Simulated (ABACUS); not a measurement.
**Energy of Ni along an even scaling of the cell**

System: Ni (2 atoms in the cell).
Method: Kohn-Sham DFT of a periodic cell, PBE, PseudoDojo NC SR 0.4.1 PBE standard, spin-polarised (ABACUS 3.10.1).

The 7 runs differ only in the geometry, by an even scaling of the cell at fixed fractional positions. The structure derives from a Materials Project entry.

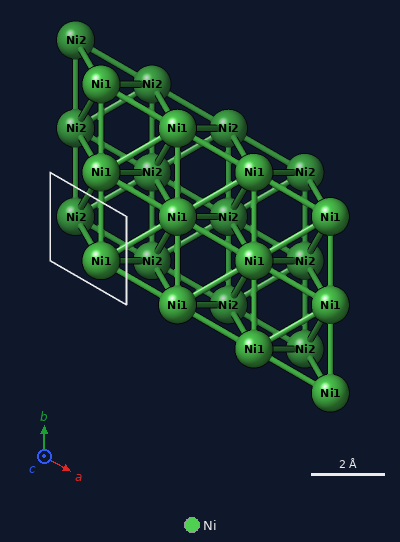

Figure 1. The structure of run 4 (ball-and-stick view of the cell of the calculation, repeated 4 × 3 × 1, along the c axis; atoms are numbered from 1 in the order of the input).

**The input of run 4**
```
INPUT_PARAMETERS
suffix              Ni
calculation         scf
basis_type          lcao
pseudo_dir          ./
orbital_dir         ./
symmetry            1
dft_functional      pbe
ecutwfc             100
pseudo_rcut         10
nspin               2
nbands              23
ks_solver           genelpa
smearing_method     fd
smearing_sigma      0.00367493
scf_thr             1e-07
scf_nmax            100
mixing_type         broyden
mixing_beta         0.4
cal_force           1
cal_stress          1
out_mul             1
```

**File STRU of run 4**
```
ATOMIC_SPECIES
Ni 58.6934 Ni.upf

NUMERICAL_ORBITAL
Ni_confined-atom_7au_3s2p2d1f.orb

LATTICE_CONSTANT
1.8897261246

LATTICE_VECTORS
2.4480228978 0.0000000000 0.0000000000
-1.2240114489 2.1200500186 0.0000000000
0.0000000000 0.0000000000 4.0728075700

ATOMIC_POSITIONS
Direct

Ni
0.0
2
0.6666666667 0.3333333333 0.7500000000 1 1 1 mag 1
0.3333333333 0.6666666667 0.2500000000 1 1 1 mag 1
```

**File KPT of run 4**
```
K_POINTS
0
Gamma
12 12 7 0 0 0
```

Command:
```bash
OMP_NUM_THREADS=1 mpirun -np 4 abacus > log
```

Lattice vectors (Å) and fractional positions of run 4:
```
   2.448023    0.000000    0.000000
  -1.224011    2.120050    0.000000
   0.000000    0.000000    4.072808
Ni  0.666667  0.333333  0.750000
Ni  0.333333  0.666667  0.250000
```

Run 2 differs from it as follows:
```diff
-2.4480228978 0.0000000000 0.0000000000
--1.2240114489 2.1200500186 0.0000000000
-0.0000000000 0.0000000000 4.0728075700
+2.4149374515 0.0000000000 0.0000000000
+-1.2074687258 2.0913971816 0.0000000000
+0.0000000000 0.0000000000 4.0177628822
```

**Results, with one run withheld**

| run | volume per atom (Å³) | free energy per atom, from the lowest run given (meV) | pressure (GPa) |
| --- | --- | --- | --- |
| 1 | 9.935 | 72.02 | 24.43 |
| 2 | 10.146 | ? | ? |
| 3 | 10.357 | 23.44 | 12.86 |
| 4 | 10.569 | 9.46 | 7.98 |
| 5 | 10.780 | 2.00 | 3.62 |
| 6 | 10.992 | 0.00 | −0.28 |
| 7 | 11.203 | 2.48 | −3.77 |

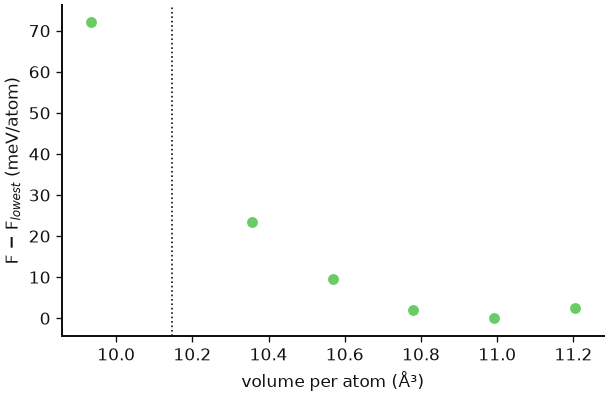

Figure 2. Free energy per atom of the runs given; the dotted line marks run 2.

Fit the runs given and predict run 2.

A cubic polynomial in V^(−2/3) (the Birch–Murnaghan form), fitted to the 6 runs given, misses them by at most 0.14 meV per atom. With x = V^(−2/3) − 0.20690 Å⁻², it reads F = 6.9993 + 3243.1 x + 3.7228e+05 x² + 9.5104e+05 x³ (meV per atom). At run 2 it gives 43.84 meV per atom, and the run itself gives 43.68. The slope of the fit gives a pressure −dF/dV of 18.38 GPa there, and the run prints 18.31 GPa. The two needn't agree exactly: the fit is approximate, and the printed stress is taken on a finite basis. The fit has its minimum at 10.976 Å³ per atom, where V d²F/dV² gives 191 GPa. Cell shape and fractional positions are held, so this is the stiffness under even scaling; the relaxed bulk modulus wasn't computed.

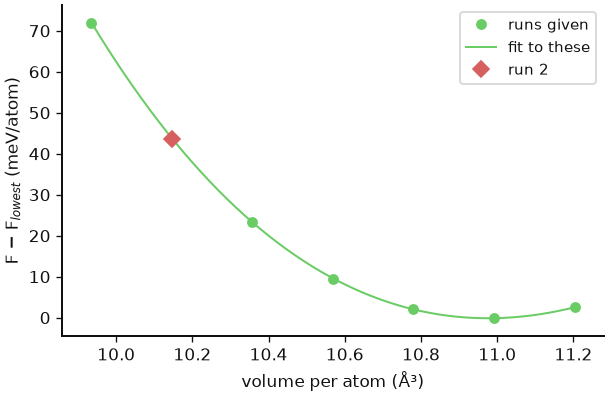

Figure 3. The fit and the withheld run.

**Some lines of the output (run 2)**
```
[...]
 E_Fermi        1.4927957795         20.3105285509
 E_Fermi        1.4928805945         20.3116825190
 E_Fermi        1.4928423438         20.3111620908
 E_Fermi        1.4928472694         20.3112291081
 E_Fermi        1.4928544017         20.3113261468
 E_Fermi        1.4928463477         20.3112165670
 E_Fermi        1.4928466571         20.3112207762
 E_Fermi        1.4928463229         20.3112162304
 E_KS(sigma->0) -671.1449069491      -9131.3949181869
 E_Fermi        1.4928462215         20.3112148500
 final etot is -9131.4115365 eV
 EFERMI = 20.31121485 eV
 TOTAL-PRESSURE: 183.124548 KBAR
 !FINAL_ETOT_IS -9131.4115365226989525 eV
```

Notes: Points of doubt noted for this run: home made orbitals.
